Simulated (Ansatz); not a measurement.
## TaC: molecular dynamics (part 1 of 2)

The run: molecular dynamics of TaC (Fm-3m, 4 atoms in the cell). Method and program: DFT, PBE, PAW with Ansatz's default frozen-core files, scalar-relativistic, no spin polarisation (Ansatz 0.2.0).

The structure derives from an entry of the Crystallography Open Database. It belongs to a series of runs on one base structure; here: 15 steps of 2.0 fs, thermostat or start set to 1200 K. Figures and captions count atoms from 1; the log counts them from 0 in places.

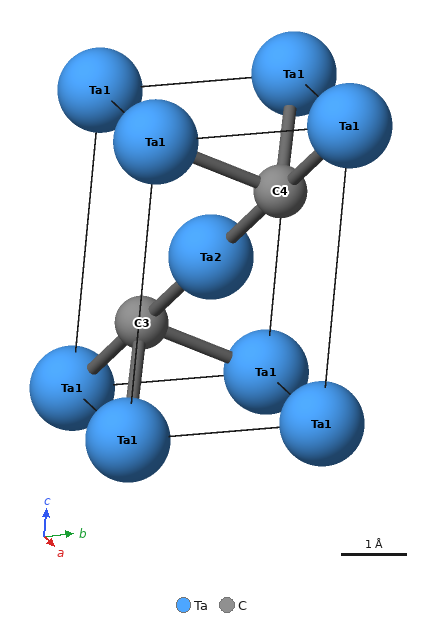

Figure 1. The structure as given in the input (ball-and-stick view of the reduced cell, seen slightly off an axis; atoms are numbered from 1 in the order of the input). An atom can appear more than once, as a periodic image. Near neighbours in the periodic cell (some may lie outside the picture): Ta has 6 C at 2.22 Å; C has 6 Ta at 2.22 Å.

The input:
```yaml
crystal:
  lattice:
    - [0.0, 4.446, 4.446]
    - [2.223, 0.0, 2.223]
    - [2.223, 2.223, 0.0]
  atoms:
    - { symbol: Ta, position: [0.0, 0.0, 0.0] }
    - { symbol: Ta, position: [0.5, 0.0, 0.0] }
    - { symbol: C, position: [0.25, 0.5, 0.5] }
    - { symbol: C, position: [0.75, 0.5, 0.5] }
kpoints:
  mp_grid: { grid: [4, 7, 7] }
scf:
  occupations: { method: fermi_dirac, width: 0.08 }
hamiltonian:
  xc: pbe
  pseudopotentials: { kind: paw }
output:
  forces: true
  stress: true
md:
  timestep: 2.0
  n_steps: 15
  ensemble: nve
  temperature: 1200
  initial_velocities: maxwell_boltzmann
  seed: 709923
```

Machine: 2 threads of Intel Xeon @ 2.90GHz (Ice Lake), 32 GiB of memory available, shared host.

Command:
```bash
ansatz run input.yaml --threads 2 --pin off --max-ram 4096MiB --backend cpu --events-out ev --progress --plain --runs-dir out
```

Output:
```
Warning: md: disabling space-group detection — thermal motion breaks the input geometry's symmetry, so no spatial operation reduces the k-mesh or symmetrises the density; time reversal is kept, so that k and −k are solved as one point where they differ and the mesh holds both, and exact exchange and, on two spinor components, a DFT+U term hold to it where the run has them: on two components no moment then forms, and a state that bears one, which a typed moment (crystal.atoms[].spin; refused beside efield: under a hybrid functional) reaches, can lie lower, under hf by electronvolts; crystal.symmetry.detect: false (a key that needs symmetry detection or time reversal refuses this as the deck is read) with time_reversal: false beside it drops time reversal too
Warning: output.stress: scf.convergence.dr2_threshold = 4e-9 eV (the default of an md: trajectory) is looser than the 4e-10 eV advised for a printed stress (1e-10 eV for each atom of the cell: 4). What an SCF threshold leaves in a stress goes as its square root, and in the free energy as the threshold itself, and one threshold admits the most on a small cell: of the crystals measured, under no hybrid functional and no lock of the moments, on runs that ended without the residual-converged pass, on stresses that held no estimate of that error, the worst erred by over 100 MPa in a component at 1e-7 eV an atom and by under 5 at 1e-10. Set scf.convergence.dr2_threshold to 4e-10 eV or tighter. The threshold is an SCF's pass mark: one that does not reach it within its budget of iterations ends unconverged, or closes short of it on a stop that the run arms, and scf.convergence.dr2_threshold's page says what that costs each kind of run
Engine: ansatz 0.2.0, x86_64-unknown-linux-gnu
Pseudopotentials: kind: paw
Pseudopotential: Ta, paw, valence charge 13, recommended cutoff 420 eV (normal), Ta.paw.azcp
Pseudopotential: C, paw, valence charge 4, recommended cutoff 420 eV (normal), C.paw.azcp
Functional definition: PBE
  parameter kappa = 0.804
  parameter beta = 0.06672455060314922
  exchange = pbe_x(kappa = kappa, mu = beta*pi^2/3)
  correlation = pbe_c(beta = beta)
Crystal: 4 atoms, lattice volume = 43.942 Å³
Basis set: ecut = 420 eV, 845 PW (Γ), exchange–correlation on 90×48×48 points (8 copies of the dense FFT grid, shifted against one another)
Bands: 21, of which v1, the nominal top of the filled ones, is band 17 counted from 1 (16 counted from 0)
Symmetry: 1 space group operations
k-points: 99 of 196 (time reversal used)
Non-local potential: Ta, projectors of the file, l = 0: 3, l = 1: 2, l = 2: 2, l = 3: 1
Non-local potential: C, projectors of the file, l = 0: 2, l = 1: 2, l = 2: 1
PAW form: soft (Blöchl's): semilocal exchange-correlation on the pseudo side does not see the compensation charge
PAW one-centre angular grid: Ta, 590 points (default); XC on 64 Gauss nodes
PAW one-centre angular grid: C, 110 points (default); XC on 64 Gauss nodes
Initial density: superposition of atomic densities (neutral atoms: chi_scale 0, normalization atom), corrected by the library's trained network
Initial wavefunctions: pseudopotential atomic-orbital guess
Functional: x = pbe(κ = 0.804, μ = 0.2195149727645171), c = pbe(β = 0.06672455060314922)
SCF iter   1: F=—  HF=-20368.769853 eV  |F-HF|=—  |Δ(HF+E_count)|=         —  Δρ=2.07e-3  dr2=1.35e-3  ethr=1.77e-3  ⟨swp⟩=5.6  Hψ=20234  notcnv=0  defer=57
automatic band count: the SCF goes on with 25 bands, as 21 were too few: the levels above may hold too much charge
preconditioner: auto → Kerker (q_TF=auto, 2.614 Å⁻¹)  [metal: Δε(μ)=0.091 eV  Ē_g=9.893 eV  σ=0.080 eV  W_gap=0.28  n_scr=16 (ndim 8)  ℏωp=23.8 eV  f_vac=0.000  D(μ)=1.12/eV (n_scr^D=2)]
SCF iter   2: F=—  HF=-20368.769502 eV  |F-HF|=—  |Δ(HF+E_count)|=   3.50e-4  Δρ=1.12e-3  dr2=2.76e-4  ethr=3.96e-6  ⟨swp⟩=2.2  Hψ=4718  notcnv=0  defer=60
SCF iter   3: F=—  HF=-20368.769671 eV  |F-HF|=—  |Δ(HF+E_count)|=   1.69e-4  Δρ=2.98e-4  dr2=1.91e-5  ethr=8.12e-7  ⟨swp⟩=2.0  Hψ=3089  notcnv=0  defer=60
SCF iter   4: F=—  HF=-20368.769684 eV  |F-HF|=—  |Δ(HF+E_count)|=   1.23e-5  Δρ=6.39e-5  dr2=1.68e-6  ethr=5.61e-8  ⟨swp⟩=2.2  Hψ=3029  notcnv=0  defer=60
SCF iter   5: F=—  HF=-20368.769681 eV  |F-HF|=—  |Δ(HF+E_count)|=   2.26e-6  Δρ=1.54e-5  dr2=5.38e-8  ethr=4.95e-9  ⟨swp⟩=2.0  Hψ=3141  notcnv=0  defer=60
SCF iter   6: F=-20368.769681 eV  HF=-20368.769681 eV  |F-HF|=4.91e-10  |Δ(HF+E_count)|=   1.51e-8  Δρ=2.37e-6  dr2=1.76e-9  ethr=1.18e-11  ⟨swp⟩=3.1  Hψ=8910  notcnv=0
SCF 1 converged in 6 iterations: F = -20368.769681 eV  dr2 = 1.76e-9
  greatest PAW one-centre occupation: 0.999 electrons in one spin orbital (limit 2), on the Ta atom at site 0 (counted from 0), in its partial waves of l = 0
md step     0: t =     0.00 fs  T =  1200.0 K  F+E_penalty+E_count = -20368.76968134 eV  E_kin = 0.465336 eV  conserved = -20368.30434534 eV  P_inst = 8.2129 GPa  (6 SCF iters)
Bands: 25, of which v1, the nominal top of the filled ones, is band 17 counted from 1 (16 counted from 0)
Initial density: handed on by an earlier stage of this run
Initial wavefunctions: those handed on with the density
iter 1 solved again at ethr=1.91e-5 eV; its pass at ethr=3.10e-3 eV (dr2=6.49e-3 eV) is discarded
SCF iter   1: F=—  HF=-20368.763918 eV  |F-HF|=—  |Δ(HF+E_count)|=         —  Δρ=3.43e-3  dr2=7.05e-3  ethr=1.91e-5  ⟨swp⟩=1.6  Hψ=13227  notcnv=0
preconditioner: auto → Kerker (q_TF=auto, 2.614 Å⁻¹)  [metal: Δε(μ)=0.064 eV  Ē_g=9.886 eV  σ=0.080 eV  W_gap=0.19  n_scr=16 (ndim 8)  ℏωp=23.8 eV  f_vac=0.000  D(μ)=1.12/eV (n_scr^D=2)]
SCF iter   2: F=—  HF=-20368.762480 eV  |F-HF|=—  |Δ(HF+E_count)|=   1.44e-3  Δρ=1.85e-3  dr2=2.07e-3  ethr=1.91e-5  ⟨swp⟩=1.2  Hψ=2496  notcnv=0
SCF iter   3: F=—  HF=-20368.761795 eV  |F-HF|=—  |Δ(HF+E_count)|=   6.85e-4  Δρ=3.60e-4  dr2=1.17e-4  ethr=6.08e-6  ⟨swp⟩=2.0  Hψ=3244  notcnv=0
SCF iter   4: F=—  HF=-20368.761771 eV  |F-HF|=—  |Δ(HF+E_count)|=   2.45e-5  Δρ=1.22e-4  dr2=7.43e-6  ethr=3.43e-7  ⟨swp⟩=2.1  Hψ=3079  notcnv=0
SCF iter   5: F=—  HF=-20368.761771 eV  |F-HF|=—  |Δ(HF+E_count)|=   3.20e-7  Δρ=1.88e-5  dr2=3.06e-7  ethr=2.19e-8  ⟨swp⟩=2.2  Hψ=3288  notcnv=0
SCF iter   6: F=—  HF=-20368.761770 eV  |F-HF|=—  |Δ(HF+E_count)|=   1.30e-6  Δρ=8.38e-6  dr2=4.94e-8  ethr=8.99e-10  ⟨swp⟩=2.0  Hψ=3354  notcnv=0
SCF iter   7: F=-20368.761770 eV  HF=-20368.761770 eV  |F-HF|=4.04e-10  |Δ(HF+E_count)|=   1.02e-8  Δρ=1.45e-6  dr2=9.73e-10  ethr=1.18e-11  ⟨swp⟩=3.1  Hψ=9505  notcnv=0
SCF 2 converged in 7 iterations: F = -20368.761770 eV  dr2 = 9.73e-10
md step     1: t =     2.00 fs  T =  1179.8 K  F+E_penalty+E_count = -20368.76176974 eV  E_kin = 0.457491 eV  conserved = -20368.30427846 eV  P_inst = 8.2810 GPa  (7 SCF iters)
[... from here on the SCF iterations and repeated set-up lines of each step are left out, up to the last step ...]
SCF 3 converged in 7 iterations: F = -20368.739221 eV  dr2 = 9.33e-10
md step     2: t =     4.00 fs  T =  1122.2 K  F+E_penalty+E_count = -20368.73922134 eV  E_kin = 0.435164 eV  conserved = -20368.30405731 eV  P_inst = 8.4747 GPa  (7 SCF iters)
SCF 4 converged in 7 iterations: F = -20368.705670 eV  dr2 = 7.26e-10
md step     3: t =     6.00 fs  T =  1036.6 K  F+E_penalty+E_count = -20368.70567032 eV  E_kin = 0.401975 eV  conserved = -20368.30369542 eV  P_inst = 8.7647 GPa  (7 SCF iters)
SCF 5 converged in 7 iterations: F = -20368.666881 eV  dr2 = 5.32e-10
md step     4: t =     8.00 fs  T =   937.7 K  F+E_penalty+E_count = -20368.66688063 eV  E_kin = 0.363627 eV  conserved = -20368.30325323 eV  P_inst = 9.1086 GPa  (7 SCF iters)
SCF 6 converged in 4 iterations: F = -20368.629660 eV  dr2 = 3.09e-9
md step     5: t =    10.00 fs  T =   842.7 K  F+E_penalty+E_count = -20368.62965971 eV  E_kin = 0.326781 eV  conserved = -20368.30287905 eV  P_inst = 9.4553 GPa  (4 SCF iters)
SCF 7 converged in 4 iterations: F = -20368.599911 eV  dr2 = 2.93e-9
md step     6: t =    12.00 fs  T =   766.5 K  F+E_penalty+E_count = -20368.59991132 eV  E_kin = 0.297248 eV  conserved = -20368.30266338 eV  P_inst = 9.7575 GPa  (4 SCF iters)
SCF 8 converged in 4 iterations: F = -20368.581319 eV  dr2 = 5.65e-10
md step     7: t =    14.00 fs  T =   718.8 K  F+E_penalty+E_count = -20368.58131920 eV  E_kin = 0.278721 eV  conserved = -20368.30259795 eV  P_inst = 9.9851 GPa  (4 SCF iters)
SCF 9 converged in 4 iterations: F = -20368.575058 eV  dr2 = 2.46e-10
md step     8: t =    16.00 fs  T =   702.3 K  F+E_penalty+E_count = -20368.57505817 eV  E_kin = 0.272353 eV  conserved = -20368.30270496 eV  P_inst = 10.1255 GPa  (4 SCF iters)
SCF 10 converged in 4 iterations: F = -20368.579529 eV  dr2 = 1.64e-10
md step     9: t =    18.00 fs  T =   713.2 K  F+E_penalty+E_count = -20368.57952900 eV  E_kin = 0.276551 eV  conserved = -20368.30297784 eV  P_inst = 10.1868 GPa  (4 SCF iters)
SCF 11 converged in 7 iterations: F = -20368.590524 eV  dr2 = 3.10e-10
md step    10: t =    20.00 fs  T =   740.5 K  F+E_penalty+E_count = -20368.59052432 eV  E_kin = 0.287159 eV  conserved = -20368.30336543 eV  P_inst = 10.1960 GPa  (7 SCF iters)
SCF 12 converged in 4 iterations: F = -20368.602059 eV  dr2 = 1.53e-9
md step    11: t =    22.00 fs  T =   769.2 K  F+E_penalty+E_count = -20368.60205906 eV  E_kin = 0.298276 eV  conserved = -20368.30378337 eV  P_inst = 10.1929 GPa  (4 SCF iters)
SCF 13 converged in 3 iterations: F = -20368.607716 eV  dr2 = 2.91e-9
md step    12: t =    24.00 fs  T =   782.9 K  F+E_penalty+E_count = -20368.60771556 eV  E_kin = 0.303587 eV  conserved = -20368.30412848 eV  P_inst = 10.2202 GPa  (3 SCF iters)
SCF 14 converged in 3 iterations: F = -20368.602252 eV  dr2 = 2.55e-9
md step    13: t =    26.00 fs  T =   768.3 K  F+E_penalty+E_count = -20368.60225240 eV  E_kin = 0.297948 eV  conserved = -20368.30430454 eV  P_inst = 10.3131 GPa  (3 SCF iters)
SCF 15 converged in 3 iterations: F = -20368.583050 eV  dr2 = 3.39e-9
md step    14: t =    28.00 fs  T =   718.9 K  F+E_penalty+E_count = -20368.58304958 eV  E_kin = 0.278784 eV  conserved = -20368.30426516 eV  P_inst = 10.4917 GPa  (3 SCF iters)
iter 1 solved again at ethr=1.42e-5 eV; its pass at ethr=3.10e-3 eV (dr2=4.82e-3 eV) is discarded
SCF iter   1: F=—  HF=-20368.552497 eV  |F-HF|=—  |Δ(HF+E_count)|=         —  Δρ=3.17e-3  dr2=4.84e-3  ethr=1.42e-5  ⟨swp⟩=2.0  Hψ=14085  notcnv=0
preconditioner: auto → Kerker (q_TF=auto, 2.614 Å⁻¹)  [metal: Δε(μ)=0.132 eV  Ē_g=9.914 eV  σ=0.080 eV  W_gap=0.39  n_scr=16 (ndim 8)  ℏωp=23.8 eV  f_vac=0.000  D(μ)=0.83/eV (n_scr^D=2)]
SCF iter   2: F=—  HF=-20368.551382 eV  |F-HF|=—  |Δ(HF+E_count)|=   1.11e-3  Δρ=1.74e-3  dr2=1.46e-3  ethr=1.42e-5  ⟨swp⟩=1.0  Hψ=2476  notcnv=0
SCF iter   3: F=—  HF=-20368.550845 eV  |F-HF|=—  |Δ(HF+E_count)|=   5.37e-4  Δρ=3.02e-4  dr2=5.45e-5  ethr=4.29e-6  ⟨swp⟩=2.0  Hψ=3272  notcnv=0
SCF iter   4: F=—  HF=-20368.550834 eV  |F-HF|=—  |Δ(HF+E_count)|=   1.10e-5  Δρ=1.07e-4  dr2=3.52e-6  ethr=1.60e-7  ⟨swp⟩=2.1  Hψ=3155  notcnv=0
SCF iter   5: F=—  HF=-20368.550835 eV  |F-HF|=—  |Δ(HF+E_count)|=   7.07e-7  Δρ=1.65e-5  dr2=1.88e-7  ethr=1.03e-8  ⟨swp⟩=2.4  Hψ=3490  notcnv=0
SCF iter   6: F=—  HF=-20368.550835 eV  |F-HF|=—  |Δ(HF+E_count)|=   2.61e-8  Δρ=5.91e-6  dr2=2.76e-8  ethr=5.54e-10  ⟨swp⟩=2.1  Hψ=3300  notcnv=0
SCF iter   7: F=-20368.550835 eV  HF=-20368.550835 eV  |F-HF|=1.89e-9  |Δ(HF+E_count)|=   5.28e-9  Δρ=1.33e-6  dr2=2.36e-9  ethr=1.18e-11  ⟨swp⟩=3.0  Hψ=9248  notcnv=0
SCF 16 converged in 7 iterations: F = -20368.550835 eV  dr2 = 2.36e-9
md step    15: t =    30.00 fs  T =   636.5 K  F+E_penalty+E_count = -20368.55083478 eV  E_kin = 0.246809 eV  conserved = -20368.30402601 eV  P_inst = 10.7559 GPa  (7 SCF iters)
```

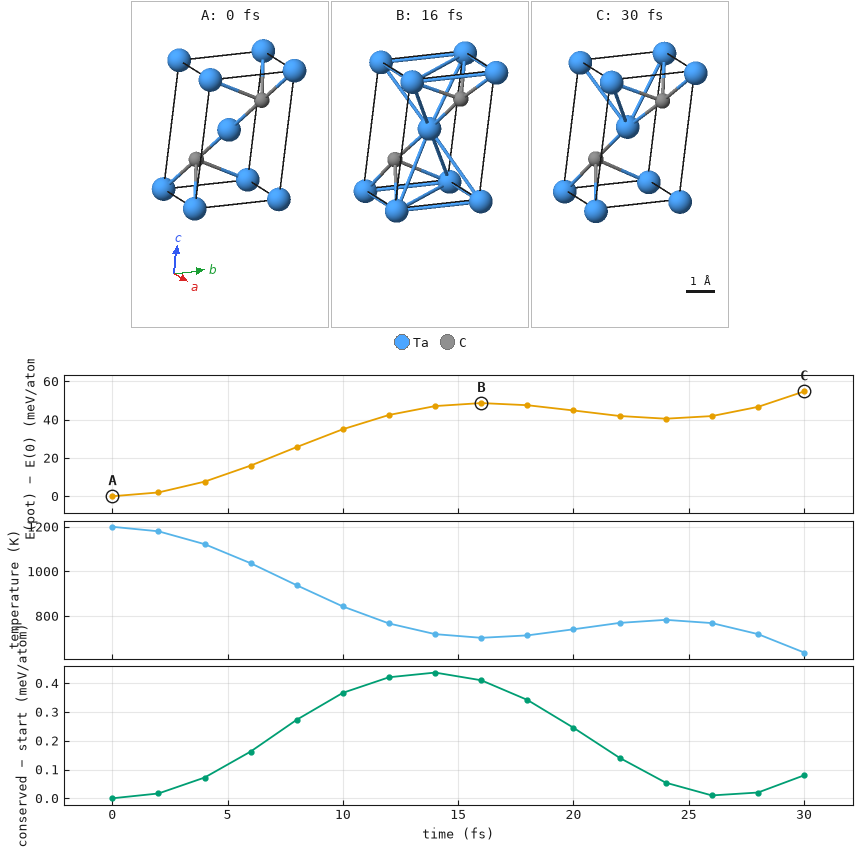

Figure 2. Frames of the molecular dynamics (ball-and-stick, reduced simulation cell, seen slightly off an axis) above the curves, on which the letters mark them. The trajectory kept here has 16 frames over 30 fs. The temperature starts at 1200 K, ranges from 636 to 1200 K and averages 729 K over the second half. The potential energy ends 54.7 meV/atom above its first value. The conserved quantity stays within 0.44 meV/atom. With the common drift removed, the root-mean-square displacement is 0.08 Å.

```
SCF converged after 7 iterations
Free energy (F): -20368.550835 eV
Harris-Foulkes:  -20368.550835 eV  (|F-HF|=1.89e-9)
Internal energy: -20368.532187 eV  (E = F + TS)
E sigma→0 (E₀):  -20368.541511 eV
Entropy (-TS):   -0.018648 eV (-4.662 meV/atom)
Fermi energy:    19.927882 eV
--- Per-component energies (eV) ---
  E_band       = -124.697929
  E_kinetic    = 916.590305
  E_local      = -1125.929615  (includes V_loc(G=0)·N_el)
  E_nonlocal   = 82.771566
  E_hartree    = 387.469843
  E_xc         = -537.006819
  E_vxc        = -532.539842  (∫ρ·V_xc dr)
  E_paw        = -16992.327626  (= ΣΔE_a)
  E_vpaw       = -240.529913  (= ΣTr[D̂ρ^β])
  E_aug_tail   = 0.000303  (compensation charges beyond the density's cutoff)
  E_ewald      = -3100.100143
  E_smearing   = -0.018648  (= −TS)
  E_closure    = 0.000000  (closes the sum)
  Σ components = -20368.550835   (vs F -20368.550835, Δ=0.00e0)
```
